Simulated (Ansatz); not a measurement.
## Single-point calculation, with input and output: Zn₄₃Mg₅O₄₈ (part 2 of 2)

Zn₄₃Mg₅O₄₈ (96 atoms in the cell); DFT, HSE06, PAW, plane waves (Ansatz 0.2.0); cutoff 420 eV, 1×1×1 k-mesh, Fermi–Dirac smearing of 0.01 eV. The structure was built on a prototype by a generator; it need not be a known phase.

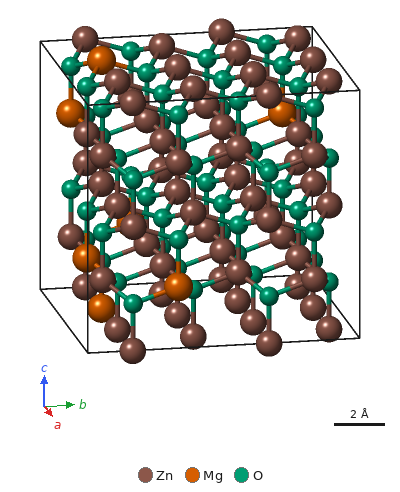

**Figure 1.** The structure (ball-and-stick view of the cell of the calculation, seen slightly off an axis).

Log, continued:
```
SCF iter   1: F=—  HF=-179598.503457 eV  |F-HF|=—  |Δ(HF+E_count)|=         —  Δρ=6.33e-5  dr2=3.15e-5  ethr=8.22e-7  ⟨swp⟩=12.0  Hψ=1203  notcnv=0
preconditioner: auto → none  [insulator: Δε(μ)=2.789 eV  Ē_g=15.535 eV  σ=0.010 eV  W_gap=1.00  n_scr=336 (ndim 8)  ℏωp=31.5 eV  f_vac=0.048  D(μ)=0.00/eV (n_scr^D=0)]
SCF iter   2: F=—  HF=-179598.503524 eV  |F-HF|=—  |Δ(HF+E_count)|=   6.76e-5  Δρ=2.89e-5  dr2=7.15e-6  ethr=3.15e-9  ⟨swp⟩=6.0  Hψ=1951  notcnv=0
SCF iter   3: F=—  HF=-179598.503522 eV  |F-HF|=—  |Δ(HF+E_count)|=   2.41e-6  Δρ=9.41e-6  dr2=5.10e-7  ethr=6.06e-10  ⟨swp⟩=4.0  Hψ=1346  notcnv=0
SCF iter   4: F=—  HF=-179598.503524 eV  |F-HF|=—  |Δ(HF+E_count)|=   1.96e-6  Δρ=6.59e-6  dr2=3.19e-7  ethr=4.43e-11  ⟨swp⟩=6.0  Hψ=1723  notcnv=0  defer=4
SCF iter   5: F=-179598.503524 eV  HF=-179598.503524 eV  |F-HF|=1.84e-8  |Δ(HF+E_count)|=   1.24e-8  Δρ=1.67e-6  dr2=2.73e-8  ethr=3.69e-11  ⟨swp⟩=6.0  Hψ=1128  notcnv=0
SCF 3 converged in 5 iterations: F = -179598.503524 eV  dr2 = 2.73e-8
  Residual-converged pass: ⟨swp⟩=4.0  Hψ=1170  notcnv=0  max |occ|·‖R‖ = 2.7e-6 eV (tolerance 3.1e-6 eV)  dr2=2.84e-8  dr2_onsite=1.94e-9  max |Δocc| = 0.0e0
hybrid outer 2: dexx = +2.820e-5 eV, tail = 2.99e-7 eV, Δε = 3.70e-3 eV (about 7.03e-5 eV left of the loop's levels), ΔF = 3.66e-3 eV/Å (tail 6.71e-4)
NSCF: frozen V_eff on 1 k-points
hybrid SCF converged: 2 outer / 12 inner (+5 warm-up), last move |dexx| = 2.82e-5 eV, tail = 2.99e-7 eV
Stability not checked: this state was not tested for a lower state beside it, because the functional holds exact exchange (a hybrid, or Hartree-Fock), whose exchange loop this test does not read (fock_operator; see scf.lower_state_search)
Free energy (F): -179598.503519 eV
Harris-Foulkes:  -179598.503519 eV  (|F-HF|=1.84e-8)
Internal energy: -179598.503519 eV  (E = F + TS)
E sigma→0 (E₀):  -179598.503519 eV
Fermi energy:    7.270641 eV
--- Per-component energies (eV) ---
  E_band       = -1998.892250
  E_kinetic    = 14476.093023
  E_local      = -95740.109861  (includes V_loc(G=0)·N_el)
  E_nonlocal   = 29553.824617
  E_hartree    = 39105.600133
  E_xc         = -7606.337284
  E_vxc        = -5498.960041  (∫ρ·V_xc dr)
  E_exx        = -2997.476435  (= α·E_x^exact, valence–valence)
  E_paw        = -86933.442680  (= ΣΔE_a)
  E_vpaw       = -17006.082872  (= ΣTr[D̂ρ^β])
  E_aug_tail   = 0.102748  (compensation charges beyond the density's cutoff)
  E_ewald      = -69482.852503
  E_core_change = 26.094591  (= ΣΔE_core)
  E_smearing   = -0.000000  (= −TS)
  E_closure    = 0.000131  (closes the sum)
  Σ components = -179598.503519   (vs F -179598.503519, Δ=-2.91e-11)
--- Forces (eV/Å), atoms counted from 1 ---
  atom   1  Zn    -0.00584956    -0.02035199    -0.00071142
  atom   2  Zn     0.01064441    -0.00173641     0.00925331
  atom   3  Zn    -0.02534350    -0.01693859     0.00010795
  atom   4  Zn    -0.00444140     0.00478782     0.00539511
  atom   5  Zn    -0.02225236    -0.01622247    -0.00324718
  atom   6  Zn    -0.01465196     0.00704123     0.01069614
  atom   7  Zn    -0.01399136     0.00622978     0.00458811
  atom   8  Zn     0.00066291    -0.01093683    -0.00577188
  atom   9  Zn    -0.00547001     0.00301956     0.00888359
  atom  10  Zn    -0.01021428    -0.02511887     0.01657612
  atom  11  Zn     0.00870836    -0.03489816    -0.00939411
  atom  12  Zn    -0.01037591    -0.03129448     0.01164295
  atom  13  Zn     0.00819896    -0.01094923    -0.01634825
  atom  14  Zn     0.00799406     0.00497654     0.01411217
  atom  15  Zn     0.00419156     0.00805793    -0.00872451
  atom  16  Zn    -0.00018495    -0.00735396     0.01020356
  atom  17  Zn     0.01741838     0.01788842     0.00108591
  atom  18  Zn    -0.00021794    -0.00097560    -0.00135544
  atom  19  Zn     0.02079796    -0.00003837    -0.00720559
  atom  20  Zn    -0.00233821    -0.01412391    -0.00106715
  atom  21  Zn     0.00842299    -0.01705416    -0.03004183
  atom  22  Zn    -0.01747203     0.04036694    -0.00510512
  atom  23  Zn    -0.02269619     0.00589800    -0.02946011
  atom  24  Zn    -0.00016731     0.01196280    -0.01966739
  atom  25  Zn    -0.02475840    -0.00749235     0.00491702
  atom  26  Zn    -0.00471060     0.02181683    -0.01953147
  atom  27  Zn     0.00244170     0.02924450     0.00092043
  atom  28  Zn     0.02359082     0.00256433    -0.02067461
  atom  29  Zn    -0.00182995    -0.00034982    -0.00520160
  atom  30  Zn     0.00765865     0.00764902    -0.00427912
  atom  31  Zn     0.01090959     0.00977069     0.00485798
  atom  32  Zn    -0.00262877     0.02770566    -0.01745670
  atom  33  Zn    -0.00636217     0.01737442    -0.00641593
  atom  34  Zn     0.00576373     0.01008379    -0.02664581
  atom  35  Zn     0.00659347    -0.00403160     0.00113093
  atom  36  Zn    -0.00304475     0.02799684    -0.02300136
  atom  37  Zn     0.01889887     0.01287144    -0.00238585
  atom  38  Zn     0.01271267     0.01388957    -0.01251033
  atom  39  Zn     0.01094698     0.00964882     0.00295022
  atom  40  Zn    -0.01102979    -0.01548288    -0.03010543
  atom  41  Zn    -0.00226789     0.01444551    -0.00226854
  atom  42  Zn    -0.00631528     0.00345291    -0.01502302
  atom  43  Zn    -0.00399761     0.00786460    -0.00253486
  atom  44  Mg     0.03393997     0.01079155    -0.01055507
  atom  45  Mg     0.00897303     0.00419078    -0.01793774
  atom  46  Mg     0.00825884    -0.01337018    -0.05751502
  atom  47  Mg     0.01179960     0.02816580    -0.00594802
  atom  48  Mg     0.01977602    -0.01761993    -0.02931292
  atom  49  O      0.00145858     0.16140941     0.05417407
  atom  50  O      0.13856062    -0.08728021     0.07336887
  atom  51  O      0.12140927    -0.06547484    -0.08077116
  atom  52  O     -0.11800148    -0.06891300     0.05444539
  atom  53  O     -0.11618379    -0.08819032     0.04589542
  atom  54  O      0.00751731    -0.01460657     0.00862562
  atom  55  O     -0.00610965    -0.01105587    -0.00245258
  atom  56  O     -0.00346291    -0.00485158     0.00738196
  atom  57  O     -0.13684165    -0.06929362     0.04590169
  atom  58  O     -0.02131372     0.01629332     0.01405987
  atom  59  O     -0.00285441    -0.00534245    -0.00663489
  atom  60  O      0.00086332    -0.00497722    -0.00057214
  atom  61  O     -0.00261139     0.00134298     0.00038454
  atom  62  O     -0.00016489     0.16331515     0.05306059
  atom  63  O      0.00013065     0.02171951    -0.00084851
  atom  64  O      0.11549989     0.05535003     0.09221310
  atom  65  O      0.12106340    -0.08718865     0.05229235
  atom  66  O     -0.00550778    -0.01073272     0.00924984
  atom  67  O     -0.01426590    -0.00691781    -0.00642895
  atom  68  O     -0.00689244     0.00005791     0.01071962
  atom  69  O     -0.00869081     0.16194280     0.05092728
  atom  70  O     -0.13065255    -0.07691978     0.06253968
  atom  71  O     -0.00061707     0.01475413     0.00428673
  atom  72  O     -0.00477524     0.00762759     0.01298408
  atom  73  O      0.01118262     0.00440894     0.02537939
  atom  74  O      0.11130150     0.07320526    -0.07551338
  atom  75  O     -0.00079074    -0.00759794    -0.14786551
  atom  76  O      0.00330010    -0.00683151     0.00117202
  atom  77  O      0.00290297     0.00513604    -0.13978716
  atom  78  O     -0.11591653     0.08876001     0.06470653
  atom  79  O      0.00078570     0.00037436     0.01000215
  atom  80  O      0.00505631    -0.15348509     0.05570646
  atom  81  O      0.01050086    -0.01313278     0.01014639
  atom  82  O      0.00944535    -0.01290765     0.00664945
  atom  83  O      0.01564429    -0.00809769     0.01380629
  atom  84  O      0.01208305    -0.01795397     0.00678348
  atom  85  O     -0.00429226     0.01777873     0.02244920
  atom  86  O     -0.00386297     0.00918242     0.00056999
  atom  87  O     -0.00608100    -0.00193048     0.00704961
  atom  88  O     -0.00108701    -0.00534837     0.00862718
  atom  89  O     -0.01285469    -0.01116258     0.00255302
  atom  90  O      0.00058669    -0.01414772     0.00357353
  atom  91  O      0.00668872    -0.00202816     0.01498101
  atom  92  O     -0.00496974    -0.01145207    -0.14229290
  atom  93  O     -0.00620118    -0.02233502     0.00724075
  atom  94  O     -0.00203896    -0.01477768     0.00483160
  atom  95  O     -0.00774737     0.00132026     0.01797199
  atom  96  O      0.00190036    -0.00250499     0.00621640
  max |Σ_I F_I| component: 3.22e-4 eV/Å
--- Band table (eV) ---
  k-point 0: bands = ["-71.2959", "-71.2927", "-71.2898", "-71.2862", "-71.2782", "-36.2099", "-36.2098", "-36.2071", "-36.2064", "-36.2050", ... 313 levels left out ..., "2.8516", "2.8871", "2.8934", "2.9121", "2.9412", "2.9908", "3.0123", "3.0260", "3.0552", "3.0762", "3.1027", "3.1644", "3.1859", "3.2053", "3.2177", "3.2471", "3.2652", "3.3480", "3.3903", "3.4864", "3.5572", "3.6059", "3.6167", "3.6348", "3.6379", "3.7844", "3.8099", "3.8171", "3.8431",
      "3.9069", "3.9784", "4.0045", "4.0335", "4.0549", "4.0911", "4.1206", "4.1570", "4.1786", "4.2075", "4.2263", "4.2422", "4.2524", "4.2633", "4.2806", "4.3004", "4.3117", "4.3177", "4.3381", "4.3642", "4.3740", "4.3952", "4.4213", "4.4510", "4.4639", "4.4937", "4.4983", "4.5239", "4.5392", "4.5428", "4.5488", "4.5526", "4.5678", "4.5763", "4.5828", "4.5906", "4.5927", "4.6318", "4.6450", "4.6531",
      "4.6587", "4.6618", "4.6689", "4.6733", "4.6788", "4.7838", "4.7991", "4.8181", "4.8332", "4.8489", "4.8634", "4.8964", "4.9699", "4.9892", "5.0051", "5.0251", "5.0472", "5.0632", "5.0770", "5.0875", "5.1674", "5.1989", "5.2236", "5.2524", "5.3587", "5.3604", "5.3891", "5.4287", "5.4329", "5.5097", "5.5264", "5.5271", "5.8174", "5.8691", "5.8736", "8.6627", "11.1014", "11.1394", "11.3252", "11.4280",
      "11.7323", "11.7738", "12.6809", "12.7033", "12.7370", "12.7561", "12.8894", "12.9114", "12.9523", "12.9805", "13.1000", "13.1349", "13.1672", "13.2025", "13.4052", "13.5083", "13.5163", "13.5283", "13.5472", "13.5606", "13.5654", "13.5940", "13.6664", "13.7053", "13.7201", "14.0496", "14.6820", "15.2410", "15.2859", "15.3215", "15.3342", "15.3608", "15.4928", "15.5156", "15.5288", "15.5434", "15.6474", "15.6908", "15.7469", "15.7603",
      "15.7756", "15.8094", "15.8256", "15.8402", "15.8532", "15.8673", "15.9831", "15.9912", "15.9960", "16.0111", "16.0218", "16.0548", "16.0613", "16.0986", "16.1138", "16.1951", "16.2436", "16.2555", "16.2925", "16.3262", "16.3883", "16.7615", "16.7949", "16.8576", "16.8848", "16.9000", "16.9152", "16.9279", "16.9477", "16.9521", "16.9592", "17.0326", "17.0804", "17.1160", "17.1362", "17.1996", "17.2220", "17.3470", "17.3939", "17.4182",
      "17.4644", "17.4796", "17.5213", "17.5352", "17.5853", "17.6095", "17.6421", "17.8672", "18.0449", "18.1374", "18.1620"]
--- Löwdin populations: 96 sites ---
  site symbol       q [e]
     0     Zn     10.5284
     1     Zn     10.5249
     2     Zn     10.5279
     3     Zn     10.5288
     4     Zn     10.5268
     5     Zn     10.5251
     6     Zn     10.5250
     7     Zn     10.5233
     8     Zn     10.5274
     9     Zn     10.5268
    10     Zn     10.5256
    11     Zn     10.5272
    12     Zn     10.5239
    13     Zn     10.5237
    14     Zn     10.5252
    15     Zn     10.5250
    16     Zn     10.5251
    17     Zn     10.5235
    18     Zn     10.5250
    19     Zn     10.5253
    20     Zn     10.5268
    21     Zn     10.5291
    22     Zn     10.5269
    23     Zn     10.5252
    24     Zn     10.5274
    25     Zn     10.5238
    26     Zn     10.5240
    27     Zn     10.5254
    28     Zn     10.5273
    29     Zn     10.5239
    30     Zn     10.5257
    31     Zn     10.5255
    32     Zn     10.5251
    33     Zn     10.5279
    34     Zn     10.5285
    35     Zn     10.5251
    36     Zn     10.5253
    37     Zn     10.5236
    38     Zn     10.5237
    39     Zn     10.5270
    40     Zn     10.5283
    41     Zn     10.5239
    42     Zn     10.5241
    43     Mg      8.4201
    44     Mg      8.4182
    45     Mg      8.4187
    46     Mg      8.4192
    47     Mg      8.4202
    48      O      7.3418
    49      O      7.3423
    50      O      7.3706
    51      O      7.3402
    52      O      7.3414
    53      O      7.3122
    54      O      7.3120
    55      O      7.3122
    56      O      7.3408
    57      O      7.3124
    58      O      7.3119
    59      O      7.3126
    60      O      7.3124
    61      O      7.3428
    62      O      7.3114
    63      O      7.3725
    64      O      7.3418
    65      O      7.3123
    66      O      7.3126
    67      O      7.3120
    68      O      7.3414
    69      O      7.3409
    70      O      7.3121
    71      O      7.3118
    72      O      7.3117
    73      O      7.3710
    74      O      7.3413
    75      O      7.3115
    76      O      7.3419
    77      O      7.3405
    78      O      7.3118
    79      O      7.3424
    80      O      7.3122
    81      O      7.3124
    82      O      7.3126
    83      O      7.3122
    84      O      7.3123
    85      O      7.3123
    86      O      7.3122
    87      O      7.3121
    88      O      7.3125
    89      O      7.3122
    90      O      7.3118
    91      O      7.3409
    92      O      7.3123
    93      O      7.3124
    94      O      7.3123
    95      O      7.3126
  spilling = 0.009045 (of n_electrons = 854.000000)
```

Key numbers:

| quantity | value |
| --- | --- |
| outcome | converged |
| space group (tolerance 0.01 Å) | P1 (1) |
| electrons treated | 854 |
| free energy | −179598.5035 eV |
| Fermi energy | 7.271 eV |
| largest force (length of the vector) | 0.179 eV/Å |
| hardware | 1 × NVIDIA GB300 Max-Q, 32 threads of Arm Neoverse-V2, 180 GiB of memory available, shared host |
| wall time | 30 s (CPU time 2.9 min) |
| peak memory | 5.2 GiB |

Notes:

The k-point mesh is coarse for a cell of this size, so the results may not be converged.
